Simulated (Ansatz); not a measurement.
## Geometry relaxation of PbS (part 1 of 2)

- system: PbS (Cmcm, 4 atoms in the cell)
- method: DFT, PBE-D3(BJ), plane waves, PAW, no spin polarisation (Ansatz 0.2.0)

The structure derives from a Materials Project entry. Figures and captions count atoms from 1; the log counts them from 0 in places.

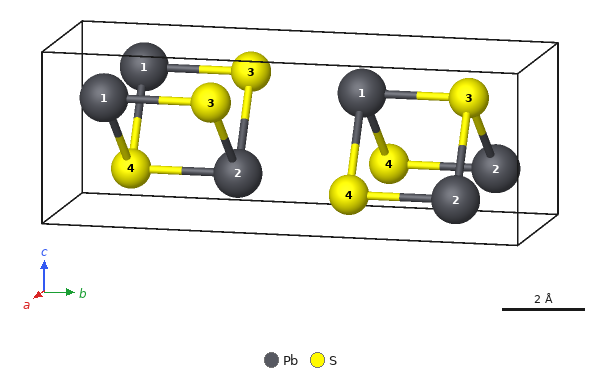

Figure 1. The input geometry (ball-and-stick view of the cell 2 times as large as that of the calculation, set on its symmetry axes, seen slightly off an axis; atoms are numbered from 1 in the order of the input). Near neighbours in the crystal (not all of them lie inside the picture): Pb has 5 S at 2.69 to 2.99 Å; S has 5 Pb at 2.69 to 2.99 Å.

Summary

- outcome: converged
- space group (tolerance 0.01 Å): Cmcm (63)
- electrons treated: 40
- free energy: −25620.3731 eV
- Fermi energy: 8.721 eV
- pressure: 0.00 GPa
- final volume: 102.05 Å³
- largest force (length of the vector) at the end: 0.001 eV/Å
- final cell: a = 6.169 Å, b = 6.169 Å, c = 4.269 Å, α = 90.00°, β = 90.00°, γ = 141.09°
- hardware: 4 threads of Intel Xeon (Granite Rapids), 64 GiB of memory available, shared host
- wall time: 7.3 s (CPU time 24 s)
- peak memory: 0.56 GiB

Remarks

Spin–orbit coupling is left out, which matters for Pb.

The input
```yaml
crystal:
  lattice:
    - [2.079952695, -5.991296865, 0.0]
    - [2.079952695, 5.991296865, 0.0]
    - [0.0, 0.0, 4.27932094]
  atoms:
    - { symbol: Pb, position: [0.86943665, 0.13056335, 0.75] }
    - { symbol: Pb, position: [0.13056335, 0.86943665, 0.25] }
    - { symbol: S, position: [0.64520291, 0.35479709, 0.75] }
    - { symbol: S, position: [0.35479709, 0.64520291, 0.25] }
kpoints:
  mp_grid: { grid: [6, 6, 6] }
hamiltonian:
  xc: pbe
  dispersion: d3bj
scf:
  occupations: { method: fermi_dirac, width: 0.02 }
relax:
  f_tol: 0.005
  cell: {}
```

Launched with:
```bash
ansatz run input.yaml --threads 4 --pin off --max-ram 7372MiB --backend cpu --events-out ev --progress --plain --runs-dir out
```

Output
```
Engine: ansatz 0.2.0, x86_64-unknown-linux-gnu
Pseudopotentials: kind: paw
Pseudopotential: Pb, paw, valence charge 14, recommended cutoff 420 eV (normal), Pb.paw.azcp
Pseudopotential: S, paw, valence charge 6, recommended cutoff 420 eV (normal), S.paw.azcp
Functional definition: PBE
  parameter kappa = 0.804
  parameter beta = 0.06672455060314922
  exchange = pbe_x(kappa = kappa, mu = beta*pi^2/3)
  correlation = pbe_c(beta = beta)
Crystal: 4 atoms, lattice volume = 106.654 Å³
Basis set: ecut = 420 eV, 2077 PW (Γ), exchange–correlation on 90×90×60 points (8 copies of the dense FFT grid, shifted against one another)
Bands: 24, of which v1, the nominal top of the filled ones, is band 20 counted from 1 (19 counted from 0)
Symmetry: 8 space group operations
Space group: Cmcm (ITA 63), of the structure as read, at distance tolerance 4.7e-5 Å
k-points: 52 of 216
Non-local potential: Pb, projectors of the file, l = 0: 2, l = 1: 2, l = 2: 2, l = 3: 2
Non-local potential: S, projectors of the file, l = 0: 2, l = 1: 2, l = 2: 2
PAW form: soft (Blöchl's): semilocal exchange-correlation on the pseudo side does not see the compensation charge
PAW one-centre angular grid: Pb, 590 points (default); XC on 64 Gauss nodes
PAW one-centre angular grid: S, 110 points (default); XC on 64 Gauss nodes
Initial density: superposition of atomic densities (neutral atoms: chi_scale 0, normalization atom), corrected by the library's trained network
Initial wavefunctions: pseudopotential atomic-orbital guess
Functional: x = pbe(κ = 0.804, μ = 0.2195149727645171), c = pbe(β = 0.06672455060314922)
SCF iter   1: F=—  HF=-25620.351213 eV  |F-HF|=—  |Δ(HF+E_count)|=         —  Δρ=9.39e-4  dr2=8.88e-4  ethr=1.77e-3  ⟨swp⟩=7.4  Hψ=6346  notcnv=0
preconditioner: auto → Resta (q_TF=auto, 2.317 Å⁻¹)  ε∞=3.6  [insulator: Δε(μ)=1.226 eV  Ē_g=13.973 eV  σ=0.020 eV  W_gap=1.00  n_scr=26 (ndim 8)  ℏωp=22.7 eV  f_vac=0.000  D(μ)=0.00/eV (n_scr^D=0)  ε∞_Penn≈3.6]
SCF iter   2: F=—  HF=-25620.349483 eV  |F-HF|=—  |Δ(HF+E_count)|=   1.73e-3  Δρ=5.67e-4  dr2=3.76e-4  ethr=2.22e-6  ⟨swp⟩=2.1  Hψ=2833  notcnv=0
SCF iter   3: F=—  HF=-25620.349671 eV  |F-HF|=—  |Δ(HF+E_count)|=   1.88e-4  Δρ=2.48e-4  dr2=6.04e-5  ethr=9.40e-7  ⟨swp⟩=2.0  Hψ=2297  notcnv=0
SCF iter   4: F=—  HF=-25620.349610 eV  |F-HF|=—  |Δ(HF+E_count)|=   6.11e-5  Δρ=1.13e-4  dr2=1.21e-5  ethr=1.51e-7  ⟨swp⟩=2.4  Hψ=2316  notcnv=0
SCF iter   5: F=—  HF=-25620.349610 eV  |F-HF|=—  |Δ(HF+E_count)|=   2.76e-7  Δρ=1.72e-5  dr2=4.12e-7  ethr=3.03e-8  ⟨swp⟩=2.0  Hψ=2273  notcnv=0
SCF iter   6: F=—  HF=-25620.349610 eV  |F-HF|=—  |Δ(HF+E_count)|=   2.92e-7  Δρ=1.27e-5  dr2=1.68e-7  ethr=2.50e-10  ⟨swp⟩=5.1  Hψ=5075  notcnv=0
SCF iter   7: F=-25620.349610 eV  HF=-25620.349610 eV  |F-HF|=4.59e-9  |Δ(HF+E_count)|=   4.25e-8  Δρ=2.76e-6  dr2=6.59e-9  ethr=2.50e-10  ⟨swp⟩=4.8  Hψ=4651  notcnv=0
SCF 1 converged in 7 iterations: F = -25620.349610 eV  dr2 = 6.59e-9
  greatest PAW one-centre occupation: 0.982 electrons in one spin orbital (limit 2), on the Pb atom at site 1 (counted from 0), in its partial waves of l = 2
relax step   1: F+E_penalty+E_count = -25620.34960995 eV  Δ(F+E_penalty+E_count) = +0.000e0 eV  max|allowed force component| = 9.925e-2 eV/Å  Δτ_max = 0.0000 Å  P = -1.006 GPa  Ω = 106.654 Å³  (7 SCF iters, dr2 threshold 1.00e-7 eV, accepted)
Crystal: 4 atoms, lattice volume = 99.551 Å³
Basis set: ecut = 420 eV, 1951 PW (Γ), exchange–correlation on 90×90×60 points (8 copies of the dense FFT grid, shifted against one another)
Initial density: handed on by an earlier stage of this run
Initial wavefunctions: those handed on with the density
iter 1 solved again at ethr=3.36e-5 eV; its pass at ethr=3.10e-3 eV (dr2=1.34e-2 eV) is discarded
SCF iter   1: F=—  HF=-25620.367808 eV  |F-HF|=—  |Δ(HF+E_count)|=         —  Δρ=2.88e-3  dr2=1.51e-2  ethr=3.36e-5  ⟨swp⟩=2.4  Hψ=9347  notcnv=0
preconditioner: auto → Resta (q_TF=auto, 2.344 Å⁻¹)  ε∞=3.8  [insulator: Δε(μ)=1.155 eV  Ē_g=14.063 eV  σ=0.020 eV  W_gap=1.00  n_scr=26 (ndim 8)  ℏωp=23.5 eV  f_vac=0.000  D(μ)=0.00/eV (n_scr^D=0)  ε∞_Penn≈3.8]
SCF iter   2: F=—  HF=-25620.364662 eV  |F-HF|=—  |Δ(HF+E_count)|=   3.15e-3  Δρ=1.46e-3  dr2=2.39e-3  ethr=3.36e-5  ⟨swp⟩=2.5  Hψ=1870  notcnv=0
SCF iter   3: F=—  HF=-25620.364228 eV  |F-HF|=—  |Δ(HF+E_count)|=   4.34e-4  Δρ=3.45e-4  dr2=1.36e-4  ethr=5.99e-6  ⟨swp⟩=2.0  Hψ=1792  notcnv=0
SCF iter   4: F=—  HF=-25620.364146 eV  |F-HF|=—  |Δ(HF+E_count)|=   8.19e-5  Δρ=7.49e-5  dr2=6.45e-6  ethr=3.40e-7  ⟨swp⟩=2.8  Hψ=2190  notcnv=0
SCF iter   5: F=—  HF=-25620.364148 eV  |F-HF|=—  |Δ(HF+E_count)|=   2.25e-6  Δρ=2.30e-5  dr2=5.21e-7  ethr=1.61e-8  ⟨swp⟩=2.8  Hψ=2375  notcnv=0
SCF iter   6: F=-25620.364149 eV  HF=-25620.364149 eV  |F-HF|=8.89e-9  |Δ(HF+E_count)|=   4.60e-7  Δρ=6.64e-6  dr2=5.04e-8  ethr=1.00e-9  ⟨swp⟩=4.6  Hψ=4466  notcnv=0
SCF 2 converged in 6 iterations: F = -25620.364149 eV  dr2 = 5.04e-8
relax step   2: F+E_penalty+E_count = -25620.36414882 eV  Δ(F+E_penalty+E_count) = -1.454e-2 eV  max|allowed force component| = 7.485e-2 eV/Å  Δτ_max = 0.0742 Å  P = +0.908 GPa  Ω = 99.551 Å³  energy of the carried Pulay correction = +7.294e-4 eV  (6 SCF iters, dr2 threshold 4.00e-7 eV, accepted)
Crystal: 4 atoms, lattice volume = 102.523 Å³
Basis set: ecut = 420 eV, 1991 PW (Γ), exchange–correlation on 90×90×60 points (8 copies of the dense FFT grid, shifted against one another)
iter 1 solved again at ethr=5.48e-6 eV; its pass at ethr=3.10e-3 eV (dr2=2.19e-3 eV) is discarded
SCF iter   1: F=—  HF=-25620.372954 eV  |F-HF|=—  |Δ(HF+E_count)|=         —  Δρ=1.53e-3  dr2=2.39e-3  ethr=5.48e-6  ⟨swp⟩=2.2  Hψ=9229  notcnv=0
preconditioner: auto → Resta (q_TF=auto, 2.332 Å⁻¹)  ε∞=3.7  [insulator: Δε(μ)=1.242 eV  Ē_g=14.061 eV  σ=0.020 eV  W_gap=1.00  n_scr=26 (ndim 8)  ℏωp=23.2 eV  f_vac=0.000  D(μ)=0.00/eV (n_scr^D=0)  ε∞_Penn≈3.7]
SCF iter   2: F=—  HF=-25620.372592 eV  |F-HF|=—  |Δ(HF+E_count)|=   3.62e-4  Δρ=8.27e-4  dr2=4.75e-4  ethr=5.48e-6  ⟨swp⟩=2.3  Hψ=1854  notcnv=0
SCF iter   3: F=—  HF=-25620.372578 eV  |F-HF|=—  |Δ(HF+E_count)|=   1.42e-5  Δρ=1.80e-4  dr2=3.39e-5  ethr=1.19e-6  ⟨swp⟩=2.3  Hψ=1703  notcnv=0
SCF iter   4: F=—  HF=-25620.372487 eV  |F-HF|=—  |Δ(HF+E_count)|=   9.16e-5  Δρ=3.43e-5  dr2=1.54e-6  ethr=8.48e-8  ⟨swp⟩=2.7  Hψ=2377  notcnv=0
SCF iter   5: F=-25620.372487 eV  HF=-25620.372487 eV  |F-HF|=5.58e-8  |Δ(HF+E_count)|=   5.97e-7  Δρ=9.29e-6  dr2=9.52e-8  ethr=1.00e-9  ⟨swp⟩=5.0  Hψ=4759  notcnv=0
SCF 3 converged in 5 iterations: F = -25620.372487 eV  dr2 = 9.52e-8
relax step   3: F+E_penalty+E_count = -25620.37248723 eV  Δ(F+E_penalty+E_count) = -8.338e-3 eV  max|allowed force component| = 4.915e-2 eV/Å  Δτ_max = 0.0468 Å  P = -0.001 GPa  Ω = 102.523 Å³  energy of the carried Pulay correction = +4.182e-4 eV  (5 SCF iters, dr2 threshold 4.00e-7 eV, accepted)
Crystal: 4 atoms, lattice volume = 102.682 Å³
Basis set: ecut = 420 eV, 2011 PW (Γ), exchange–correlation on 90×90×60 points (8 copies of the dense FFT grid, shifted against one another)
iter 1 solved again at ethr=1.40e-6 eV; its pass at ethr=3.10e-3 eV (dr2=5.61e-4 eV) is discarded
SCF iter   1: F=—  HF=-25620.371992 eV  |F-HF|=—  |Δ(HF+E_count)|=         —  Δρ=6.53e-4  dr2=5.54e-4  ethr=1.40e-6  ⟨swp⟩=2.4  Hψ=8236  notcnv=0
preconditioner: auto → Resta (q_TF=auto, 2.332 Å⁻¹)  ε∞=3.7  [insulator: Δε(μ)=1.241 eV  Ē_g=14.010 eV  σ=0.020 eV  W_gap=1.00  n_scr=26 (ndim 8)  ℏωp=23.2 eV  f_vac=0.000  D(μ)=0.00/eV (n_scr^D=0)  ε∞_Penn≈3.7]
SCF iter   2: F=—  HF=-25620.371893 eV  |F-HF|=—  |Δ(HF+E_count)|=   9.93e-5  Δρ=3.67e-4  dr2=1.54e-4  ethr=1.39e-6  ⟨swp⟩=2.4  Hψ=1618  notcnv=0
SCF iter   3: F=—  HF=-25620.371874 eV  |F-HF|=—  |Δ(HF+E_count)|=   1.84e-5  Δρ=6.89e-5  dr2=6.82e-6  ethr=3.84e-7  ⟨swp⟩=2.9  Hψ=2221  notcnv=0
SCF iter   4: F=—  HF=-25620.371786 eV  |F-HF|=—  |Δ(HF+E_count)|=   8.89e-5  Δρ=1.91e-5  dr2=5.04e-7  ethr=1.70e-8  ⟨swp⟩=2.8  Hψ=2154  notcnv=0
SCF iter   5: F=-25620.371786 eV  HF=-25620.371786 eV  |F-HF|=2.47e-8  |Δ(HF+E_count)|=   2.43e-7  Δρ=5.54e-6  dr2=3.26e-8  ethr=3.77e-10  ⟨swp⟩=5.0  Hψ=4501  notcnv=0
SCF 4 converged in 5 iterations: F = -25620.371786 eV  dr2 = 3.26e-8
relax step   4: F+E_penalty+E_count = -25620.37178580 eV  Δ(F+E_penalty+E_count) = +7.014e-4 eV  max|allowed force component| = 7.001e-2 eV/Å  Δτ_max = 0.0192 Å  P = -0.470 GPa  Ω = 102.682 Å³  energy of the carried Pulay correction = +4.018e-4 eV  (5 SCF iters, dr2 threshold 1.51e-7 eV, rejected (line search))
Crystal: 4 atoms, lattice volume = 102.236 Å³
iter 1 solved again at ethr=1.12e-6 eV; its pass at ethr=3.10e-3 eV (dr2=4.48e-4 eV) is discarded
SCF iter   1: F=—  HF=-25620.373539 eV  |F-HF|=—  |Δ(HF+E_count)|=         —  Δρ=3.95e-4  dr2=2.50e-4  ethr=1.12e-6  ⟨swp⟩=3.1  Hψ=8026  notcnv=0
preconditioner: auto → Resta (q_TF=auto, 2.333 Å⁻¹)  ε∞=3.7  [insulator: Δε(μ)=1.224 eV  Ē_g=14.046 eV  σ=0.020 eV  W_gap=1.00  n_scr=26 (ndim 8)  ℏωp=23.2 eV  f_vac=0.000  D(μ)=0.00/eV (n_scr^D=0)  ε∞_Penn≈3.7]
SCF iter   2: F=—  HF=-25620.373496 eV  |F-HF|=—  |Δ(HF+E_count)|=   4.33e-5  Δρ=2.26e-4  dr2=7.34e-5  ethr=6.25e-7  ⟨swp⟩=2.2  Hψ=1517  notcnv=0
SCF iter   3: F=—  HF=-25620.373394 eV  |F-HF|=—  |Δ(HF+E_count)|=   1.02e-4  Δρ=4.44e-5  dr2=3.30e-6  ethr=1.84e-7  ⟨swp⟩=2.4  Hψ=1714  notcnv=0
SCF iter   4: F=—  HF=-25620.373394 eV  |F-HF|=—  |Δ(HF+E_count)|=   1.57e-7  Δρ=1.40e-5  dr2=2.58e-7  ethr=8.26e-9  ⟨swp⟩=2.7  Hψ=2189  notcnv=0
SCF iter   5: F=—  HF=-25620.373394 eV  |F-HF|=—  |Δ(HF+E_count)|=   1.15e-7  Δρ=4.03e-6  dr2=1.55e-8  ethr=6.46e-10  ⟨swp⟩=2.0  Hψ=1767  notcnv=0
SCF iter   6: F=—  HF=-25620.373394 eV  |F-HF|=—  |Δ(HF+E_count)|=   1.82e-8  Δρ=8.95e-7  dr2=6.86e-10  ethr=3.87e-11  ⟨swp⟩=2.3  Hψ=1919  notcnv=0
SCF iter   7: F=—  HF=-25620.373394 eV  |F-HF|=—  |Δ(HF+E_count)|=  8.00e-10  Δρ=2.53e-7  dr2=8.49e-11  ethr=1.71e-12  ⟨swp⟩=2.6  Hψ=2264  notcnv=0
SCF iter   8: F=-25620.373394 eV  HF=-25620.373394 eV  |F-HF|=3.64e-12  |Δ(HF+E_count)|=  7.64e-11  Δρ=5.38e-8  dr2=3.62e-12  ethr=1.00e-12  ⟨swp⟩=5.0  Hψ=4572  notcnv=0
SCF 5 converged in 8 iterations: F = -25620.373394 eV  dr2 = 3.62e-12
relax step   5: F+E_penalty+E_count = -25620.37339394 eV  Δ(F+E_penalty+E_count) = -9.067e-4 eV  max|allowed force component| = 7.813e-3 eV/Å  Δτ_max = 0.0116 Å  P = -0.038 GPa  Ω = 102.236 Å³  energy of the carried Pulay correction = +4.479e-4 eV  (8 SCF iters, accepted)
Crystal: 4 atoms, lattice volume = 102.051 Å³
iter 1 solved again at ethr=4.56e-8 eV; its pass at ethr=3.10e-3 eV (dr2=1.82e-5 eV) is discarded
SCF iter   1: F=—  HF=-25620.373624 eV  |F-HF|=—  |Δ(HF+E_count)|=         —  Δρ=1.56e-4  dr2=2.40e-5  ethr=4.56e-8  ⟨swp⟩=3.9  Hψ=8720  notcnv=0
preconditioner: auto → Resta (q_TF=auto, 2.334 Å⁻¹)  ε∞=3.7  [insulator: Δε(μ)=1.219 eV  Ē_g=14.042 eV  σ=0.020 eV  W_gap=1.00  n_scr=26 (ndim 8)  ℏωp=23.2 eV  f_vac=0.000  D(μ)=0.00/eV (n_scr^D=0)  ε∞_Penn≈3.7]
SCF iter   2: F=—  HF=-25620.373528 eV  |F-HF|=—  |Δ(HF+E_count)|=   9.62e-5  Δρ=8.71e-5  dr2=7.20e-6  ethr=4.56e-8  ⟨swp⟩=2.0  Hψ=2255  notcnv=0
SCF iter   3: F=—  HF=-25620.373526 eV  |F-HF|=—  |Δ(HF+E_count)|=   1.32e-6  Δρ=1.19e-5  dr2=2.20e-7  ethr=1.80e-8  ⟨swp⟩=2.8  Hψ=2343  notcnv=0
SCF iter   4: F=-25620.373526 eV  HF=-25620.373526 eV  |F-HF|=5.56e-9  |Δ(HF+E_count)|=   4.81e-9  Δρ=3.49e-6  dr2=1.32e-8  ethr=1.05e-10  ⟨swp⟩=5.0  Hψ=4913  notcnv=0
SCF 6 converged in 4 iterations: F = -25620.373526 eV  dr2 = 1.32e-8
```
